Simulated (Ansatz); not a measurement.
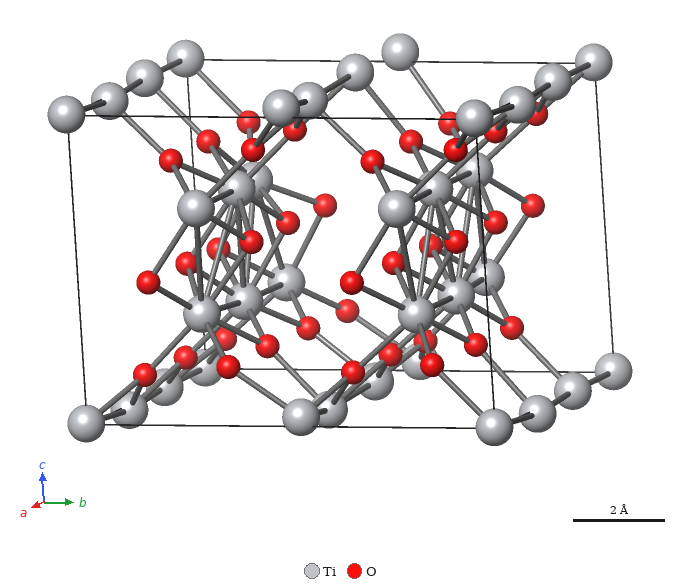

Figure 1. The structure (ball-and-stick view of the cell of the calculation, seen slightly off an axis). An atom can appear more than once, as a periodic image.

## Ti18O35: single-point calculation (part 1 of 2)

System: Ti18O35 (defect cell, 53 atoms in the cell).
Method: DFT PBE, scalar-relativistic, plane waves, PAW, spin-polarised (Ansatz 0.2.0).

The structure derives from a Materials Project entry.

Input file
```yaml
crystal:
  lattice:
    - [8.904794, 0.0, 0.0]
    - [0.000416, 9.415214, 0.0]
    - [1.48357, 0.242353, 7.083465]
  atoms:
    - { symbol: Ti, position: [0.2259295907, 0.2155786861, 0.6530436109] }
    - { symbol: Ti, position: [0.2188376735, 0.7548042925, 0.6896488075], spin: 0.01 }
    - { symbol: Ti, position: [0.5508163282, 0.2686327213, 0.6842281417], spin: 0.02 }
    - { symbol: Ti, position: [0.5532254899, 0.7540208259, 0.690627796], spin: 0.01 }
    - { symbol: Ti, position: [0.8912632599, 0.2680841982, 0.6830332935], spin: 0.02 }
    - { symbol: Ti, position: [0.888031719, 0.7593246035, 0.686760137], spin: 0.01 }
    - { symbol: Ti, position: [0.113026806, 0.2442614732, 0.3024442653] }
    - { symbol: Ti, position: [0.1136698257, 0.7343664755, 0.3257901246], spin: 0.01 }
    - { symbol: Ti, position: [0.4564123981, 0.2416340499, 0.3043162749] }
    - { symbol: Ti, position: [0.4488637408, 0.7593433006, 0.3271063791], spin: 0.01 }
    - { symbol: Ti, position: [0.7806010518, 0.23299138, 0.3215820244] }
    - { symbol: Ti, position: [0.7780382953, 0.7583473577, 0.3261347596], spin: 0.01 }
    - { symbol: Ti, position: [0.0007435515, -0.0016664389, 0.0036754179] }
    - { symbol: Ti, position: [-0.0248945625, 0.5181285685, 0.025893066], spin: 0.11 }
    - { symbol: Ti, position: [0.334939704, -0.003852475, 0.0005961361] }
    - { symbol: Ti, position: [0.3516021924, 0.5179069933, 0.0284630702], spin: 0.11 }
    - { symbol: Ti, position: [0.6704615911, 0.0069630256, -0.0123827478] }
    - { symbol: Ti, position: [0.6694447644, 0.4958668023, -0.005393135], spin: 0.32 }
    - { symbol: O, position: [0.1890241353, 0.9059159649, 0.8694544049] }
    - { symbol: O, position: [0.5123512209, 0.4089335575, 0.8714554649] }
    - { symbol: O, position: [0.5236213182, 0.9037654977, 0.8740143903] }
    - { symbol: O, position: [0.866374438, 0.4095992274, 0.869944644] }
    - { symbol: O, position: [0.8560747835, 0.9034555992, 0.8737613244] }
    - { symbol: O, position: [0.0889728994, 0.3439806487, 0.5482587413] }
    - { symbol: O, position: [0.0763015, 0.8493653802, 0.551465167] }
    - { symbol: O, position: [0.3986241309, 0.343393404, 0.5480720334] }
    - { symbol: O, position: [0.4072092455, 0.8553372433, 0.5571425198] }
    - { symbol: O, position: [0.742979385, 0.3545247408, 0.5485833128] }
    - { symbol: O, position: [0.7439938626, 0.8566621646, 0.555669734] }
    - { symbol: O, position: [0.301386172, 0.347184614, 0.1895839768] }
    - { symbol: O, position: [0.299689227, 0.8462258736, 0.196649753] }
    - { symbol: O, position: [0.6368619155, 0.3452779921, 0.1921871147], spin: -0.01 }
    - { symbol: O, position: [0.6343074293, 0.8554692214, 0.2025866051] }
    - { symbol: O, position: [0.973077184, 0.3470893317, 0.1859600568] }
    - { symbol: O, position: [0.9709643489, 0.8465689995, 0.197618065] }
    - { symbol: O, position: [0.0319981068, 0.152487353, 0.8046916051] }
    - { symbol: O, position: [0.0359379177, 0.647519724, 0.8078535823] }
    - { symbol: O, position: [0.3692599585, 0.1518853819, 0.8039886982] }
    - { symbol: O, position: [0.3647289522, 0.6475919357, 0.8086829897] }
    - { symbol: O, position: [0.7016289474, 0.1568741924, 0.8021165867] }
    - { symbol: O, position: [0.7008850403, 0.651132808, 0.8047618473], spin: -0.01 }
    - { symbol: O, position: [0.2622943313, 0.1277545691, 0.4354593422] }
    - { symbol: O, position: [0.2610153383, 0.6486828386, 0.4534915505] }
    - { symbol: O, position: [0.5929192168, 0.1485475483, 0.4488261201] }
    - { symbol: O, position: [0.5921010911, 0.6549590539, 0.4569649526] }
    - { symbol: O, position: [0.9276751036, 0.1506239335, 0.4484471685] }
    - { symbol: O, position: [0.9242482817, 0.6483881137, 0.4531879586] }
    - { symbol: O, position: [0.1477483998, 0.0954173201, 0.1243440808] }
    - { symbol: O, position: [0.1474478506, 0.5865300792, 0.1232597453] }
    - { symbol: O, position: [0.4801353681, 0.0958408843, 0.1237239481] }
    - { symbol: O, position: [0.4870347982, 0.6007652641, 0.14114243] }
    - { symbol: O, position: [0.8140785972, 0.0935880883, 0.1282411775] }
    - { symbol: O, position: [0.8022128173, 0.6006559105, 0.1404078116], spin: -0.01 }
magnetization:
  spin_polarized: true
basis:
  ecutwfc: 420
  fft_grid_basis: typed
kpoints:
  mp_grid: { grid: [2, 1, 2] }
hamiltonian:
  xc: pbe
  pseudopotentials: { kind: paw }
scf:
  occupations: { method: gaussian, width: 0.05 }
  n_extra_bands: 19
output:
  forces: true
  stress: false
  eigenvalues: true
  bader: false
  write_density: false
  volumetric_format: npy
  populations: true
  band_densities:
    - { e_range: [-0.25, 0.25] }
    - { e_range: [-1.2, 0.0] }
    - { e_range: [0.0, 1.2] }
  dos:
    e_range: [-30, 8]
    de: 0.02
    method: { smearing: { sigma: 0.03, scheme: gaussian } }
    projected: { site_lists: { O: [O], Ti: [Ti] } }
checkpoint:
  read: start.run
  write: ck
  compress: false
  write_wavefunctions: false
  write_every: 100000
```

Run on 8 threads of Arm Neoverse V2, 24 GiB of memory available, shared host.

Run as:
```bash
ansatz run input.yaml --threads 8 --pin off --max-ram 16384MiB --backend cpu --events-out ev --progress --plain --runs-dir out
```

Output
```
Warning: the band count 232 (scf.n_extra_bands) hosts the net moment |M| = 0.6100 μB (N_el = 426) but caps the reachable moment at 2·n_bands − N_el = 38.0000 μB, below the 267 bands that the automatic rule leaves for it — a moment growing past the seed, or the majority channel's smearing tail, pins there with fewer empty majority states than that count leaves; raise or omit scf.n_extra_bands unless the cap is intended
Warning: checkpoint.read: spin seed differs: saved 938a2dcef6f3…, current 58c26ae15996…; the loaded state replaces the seed-built initial guess (but the starting_ns of a DFT+U solve that opens without the state's occupation matrices), so the run may converge into the producing seed's basin, or, where the symmetry group that follows from this deck's starting moments and starting_ns does not hold the saved magnetisation, lose that magnetisation at its first build. Where atoms have moved since the state was saved, this difference can also decide whether moments are moved with them. A self-consistent run of this deck without the state starts from its starting moments and, under a DFT+U term, its starting_ns
scf.n_extra_bands = 19 over 213 filled bands (N_el = 426.0): the run solves 232 bands
Engine: ansatz 0.2.0, aarch64-unknown-linux-gnu
Pseudopotentials: kind: paw
Pseudopotential: Ti, paw, valence charge 12, recommended cutoff 420 eV (normal), Ti.paw.azcp
Pseudopotential: O, paw, valence charge 6, recommended cutoff 420 eV (normal), O.paw.azcp
Functional definition: PBE
  parameter kappa = 0.804
  parameter beta = 0.06672455060314922
  exchange = pbe_x(kappa = kappa, mu = beta*pi^2/3)
  correlation = pbe_c(beta = beta)
Crystal: 53 atoms, lattice volume = 593.882 Å³
Basis set: ecut = 420 eV, 11597 PW (Γ), exchange–correlation on 120×128×100 points (8 copies of the dense FFT grid, shifted against one another)
Bands: 232, of which v1, the nominal top of the filled ones, is band 213 counted from 1 (212 counted from 0)
Symmetry: 1 space group operations
Space group: P1 (ITA 1), of the structure as read, at distance tolerance 8.4e-5 Å
Magnetic group: BNS 1.1 (UNI 1), of the structure as read, at distance tolerance 8.4e-5 Å
k-points: 4
Non-local potential: Ti, projectors of the file, l = 0: 3, l = 1: 2, l = 2: 3, l = 3: 1
Non-local potential: O, projectors of the file, l = 0: 2, l = 1: 2, l = 2: 1
PAW form: soft (Blöchl's): semilocal exchange-correlation on the pseudo side does not see the compensation charge
PAW one-centre angular grid: Ti, 590 points (default); XC on 64 Gauss nodes
PAW one-centre angular grid: O, 110 points (default); XC on 64 Gauss nodes
Initial density: read from a saved state, or passed on in memory by an earlier SCF of this step, an earlier step, the calling program or the single point that the run made first
Stability of the state it starts from, as read at its close in the collinear treatment: not read negative (Ritz values of 1 − χ₀K, real part plus size of imaginary part, from 0.23 to 0.45, by its mixing steps under no symmetry); its run was given moments
Starting moments: Σ|m| = 0.67 μB on 14 of 53 sites; this step starts from the density that it was given
Initial wavefunctions: pseudopotential atomic-orbital guess
Functional: x = pbe(κ = 0.804, μ = 0.2195149727645171), c = pbe(β = 0.06672455060314922)
iter 1 solved again at ethr=7.11e-8 eV; its pass at ethr=3.10e-3 eV (dr2=3.03e-4 eV) is discarded
SCF iter   1: F=—  HF=-64924.827095 eV  |F-HF|=—  |Δ(HF+E_count)|=         —  Δρ=6.64e-7 (↑6.64e-7 ↓6.03e-7)  dr2=6.93e-9  dr2_m=5.79e-10  M=0.995 μB ∫|m|=1.180 μB  β_m=0.30  ethr=7.11e-8  ⟨swp⟩=6.2  Hψ=13230  notcnv=0
eigensolver tolerance schedule: the retry pair's looser diagonalisation over-reported the residual by 43709.87 of it (diagonalisation noise at an unbounded share of the residual, at the tolerance the schedule requests for it); recorded, not acted on — ethr = c·dr2/N_el stays at c = 1.0e-1
preconditioner: auto → Resta (q_TF=auto, 2.581 Å⁻¹)  ε∞=9.1  [insulator: Δε(μ)=0.103 eV  Ē_g=9.007 eV  σ=0.050 eV  W_gap=0.85  n_scr=172 (ndim 8)  ℏωp=25.6 eV  f_vac=0.086  D(μ)=4.46/eV (n_scr^D=16)  ε∞_Penn≈9.1]
spin=Collinear: Resta preconditioning applied to the charge; magnetization (m = ρ↑ − ρ↓) channel mixes plain (no charge-response kernel on spin).
SCF iter   2: F=—  HF=-64924.826676 eV  |F-HF|=—  |Δ(HF+E_count)|=   4.20e-4  Δρ=3.74e-7 (↑3.68e-7 ↓3.74e-7)  dr2=2.42e-9  dr2_m=2.94e-10  M=0.995 μB ∫|m|=1.180 μB  β_m=0.27  ethr=1.63e-12  ⟨swp⟩=6.0  Hψ=6955  notcnv=0
SCF iter   3: F=-64924.826676 eV  HF=-64924.826676 eV  |F-HF|=1.02e-10  |Δ(HF+E_count)|=  1.16e-10  Δρ=2.65e-7 (↑2.53e-7 ↓2.65e-7)  dr2=6.77e-10  dr2_m=2.52e-10  M=0.995 μB ∫|m|=1.180 μB  ethr=1.00e-12  ⟨swp⟩=1.0  Hψ=3797  notcnv=0
SCF 1 converged in 3 iterations: F = -64924.826676 eV  dr2 = 6.77e-10
  greatest PAW one-centre occupation: 0.999 electrons in one spin orbital (limit 2), on the Ti atom at site 14 (counted from 0), in its partial waves of l = 0
NSCF: frozen V_eff on 4 k-points
SCF converged after 3 iterations
Magnetization: 0.9954 μB (213.4977 up, 212.5023 down)
Absolute magnetization: 1.1821 μB (∫|ρ↑−ρ↓|, with the PAW one-centre terms)
Spin contamination: 0.0307 ħ² per cell (⟨S²⟩ above its minimum at these occupations)
Per-site moments (μB) at R_I (Å): [(0.004925748520592532, 0.7320192127379964), (0.006943528478833737, 0.8011730271387947), (0.023113739484129463, 0.7859092886254296), (0.007033342122219362, 0.7954134599312243), (0.0230218450904933, 0.788518953175659), (0.007696758010644973, 0.7957325641606897), (0.004379592024472536, 0.7802457513569424), (0.011176993710261906, 0.7895904131115724), (0.0031800964065151053, 0.7833163026286449), (0.01308531905618846, 0.7801308056143025), (0.003416678729585825, 0.782045257744817), (0.014096141401933413, 0.7835195495141055), (-0.001983146316476604, 0.8038377698870908), (0.11102383970237534, 0.7357740070229117), (-0.0022142592108781054, 0.8030208619910912), (0.1051593917729265, 0.734979203337966), (0.002062860999263803, 0.7819961299382785), (0.3243253465230943, 0.8054873130903606), (-1.6550175383861384e-5, 0.8011730271387947), (-0.0009633963224528167, 0.7859092886254296), (-0.0002592529259555417, 0.8043813102306878), (-0.0009902912707803653, 0.788518953175659), (-0.000190260994469739, 0.7957325641606897), (-0.00045743690982200894, 0.8053823719116464), (-0.0007190705735504075, 0.7999378022534077), (-0.00047430310686085803, 0.8046564899487687), (-0.0005360288530609023, 0.7801308056143025), (0.001192435353186755, 0.8046505912173959), (-0.000797174778804899, 0.7835195495141055), (-0.0018184937104950428, 0.8047016663591423), (0.0006225673299412491, 0.8028886089855606), (-0.005858064654539618, 0.7833163026286449), (-0.0009869360785700941, 0.7922779075573947), (-0.00205762708571859, 0.7802457513569424), (0.0005911636905946442, 0.8038377698870908), (-0.0007015868916319843, 0.7956373008769939), (-0.0025278414353396127, 0.8016310376842106), (-0.0007216138965215246, 0.7946404211090484), (-0.0021026604533442446, 0.8073840407216315), (0.003035297709026634, 0.7819961299382785), (-0.006115014361615339, 0.7979425669018732), (-0.0004243366164945336, 0.7320192127379964), (-0.00033839506685742727, 0.7907294740381278), (-0.00044340389666066454, 0.782045257744817), (-0.00042363333427356914, 0.7954134599312243), (-0.00038973345316969113, 0.7832902146125179), (-0.0004521196303091712, 0.7895904131115724), (-0.00012570096426196714, 0.7913473998634817), (-0.0037473689239392654, 0.7947290232488491), (0.0005414075261760085, 0.787640209678394), (-0.004900201571016399, 0.734979203337966), (0.00048233808224248953, 0.7959863089612175), (-0.005042712496797773, 0.7357740070229117)]
Free energy (F): -64924.826676 eV
Harris-Foulkes:  -64924.826676 eV  (|F-HF|=1.02e-10)
Internal energy: -64924.821106 eV  (E = F + TS)
E sigma→0 (E₀):  -64924.823891 eV
Entropy (-TS):   -0.005570 eV (-0.105 meV/atom)
Fermi energy:    10.376502 eV
--- Per-component energies (eV) ---
  E_band       = -3916.696824
  E_kinetic    = 11058.800963
  E_local      = -31790.651383  (includes V_loc(G=0)·N_el)
  E_nonlocal   = 1734.823133
  E_hartree    = 12430.688101
  E_xc         = -4361.678765
  E_vxc        = -5523.085184  (∫ρ·V_xc dr)
  E_paw        = -24347.531620  (= ΣΔE_a)
  E_vpaw       = -4258.048278  (= ΣTr[D̂ρ^β])
  E_aug_tail   = 0.089190  (compensation charges beyond the density's cutoff)
  E_ewald      = -29649.360725
  E_smearing   = -0.005570  (= −TS)
  E_closure    = -0.000000  (closes the sum)
  Σ components = -64924.826676   (vs F -64924.826676, Δ=0.00e0)
--- Forces (eV/Å), atoms counted from 1 ---
  atom   1  Ti     0.00836972    -0.00947760     0.01220437
  atom   2  Ti    -0.02349924    -0.00625921     0.00775230
  atom   3  Ti    -0.00823369     0.00211749    -0.00464255
  atom   4  Ti    -0.00556935     0.00309873    -0.00191028
  atom   5  Ti     0.00534718     0.00124296     0.00027715
  atom   6  Ti     0.02395155    -0.00339325     0.01047575
  atom   7  Ti    -0.03705289     0.00304188    -0.00592032
  atom   8  Ti     0.00351167     0.00167856     0.00807481
  atom   9  Ti     0.03544385    -0.01063413    -0.00793208
  atom  10  Ti    -0.01032309    -0.00200872     0.00059220
  atom  11  Ti    -0.00054290    -0.00206350    -0.01431818
  atom  12  Ti     0.00902217    -0.00397979    -0.01266042
  atom  13  Ti    -0.00692236    -0.00580515     0.00194630
  atom  14  Ti     0.00507911     0.00468435    -0.02149014
  atom  15  Ti     0.00377608    -0.01575448     0.00087006
  atom  16  Ti    -0.01457064     0.00653780    -0.00927385
  atom  17  Ti     0.00661632     0.00234552    -0.00361785
  atom  18  Ti     0.00733390    -0.01046135    -0.00493622
  atom  19  O     -0.00296267     0.00422484     0.00709940
  atom  20  O     -0.00499375     0.00097014     0.00649050
  atom  21  O     -0.00633067    -0.00888148    -0.00713114
  atom  22  O     -0.00036958     0.00131994     0.00515916
  atom  23  O      0.00822407    -0.00229749    -0.00561105
  atom  24  O      0.01697574     0.00950067     0.01319296
  atom  25  O     -0.00625721     0.01811418     0.00085583
  atom  26  O     -0.01955058     0.00664691     0.01520466
  atom  27  O      0.00942104     0.00724098    -0.00610068
  atom  28  O     -0.00257854     0.00015247     0.00065990
  atom  29  O     -0.00456754    -0.00630387    -0.00829934
  atom  30  O     -0.00522405     0.00079622    -0.00074091
  atom  31  O      0.00310818     0.00438425    -0.00202401
  atom  32  O      0.00047544     0.00365975     0.00193015
  atom  33  O      0.00207079    -0.00207959     0.02226994
  atom  34  O      0.01613687     0.00580543     0.00359555
  atom  35  O     -0.00945591    -0.00644811     0.00576610
  atom  36  O      0.00265947     0.01621779    -0.00969344
  atom  37  O      0.00303012    -0.00370805     0.00807698
  atom  38  O     -0.00579821     0.02390189    -0.01627535
  atom  39  O      0.00291135    -0.01042163     0.00468339
  atom  40  O     -0.00017149     0.01455471    -0.00797862
  atom  41  O     -0.00220410     0.00118030     0.00270810
  atom  42  O      0.00023108    -0.00368723     0.00460413
  atom  43  O      0.00906659    -0.01248818    -0.00652584
  atom  44  O      0.00034170    -0.01360843    -0.00386477
  atom  45  O      0.00043121    -0.00562635    -0.00066909
  atom  46  O     -0.00409581    -0.00681984    -0.00318592
  atom  47  O     -0.00883227    -0.00108305    -0.00110801
  atom  48  O      0.00466093    -0.00073328     0.00065486
  atom  49  O      0.00614510    -0.01598936    -0.01388162
  atom  50  O     -0.00680514     0.00613152     0.00729777
  atom  51  O     -0.00367822     0.00634601     0.00701844
  atom  52  O      0.00415694     0.00225563     0.00506006
  atom  53  O      0.00209099     0.01185858     0.01526959
  max |Σ_I F_I| component: 3.64e-6 eV/Å
--- Band table (eV; the first three rows and the last of 8) ---
```
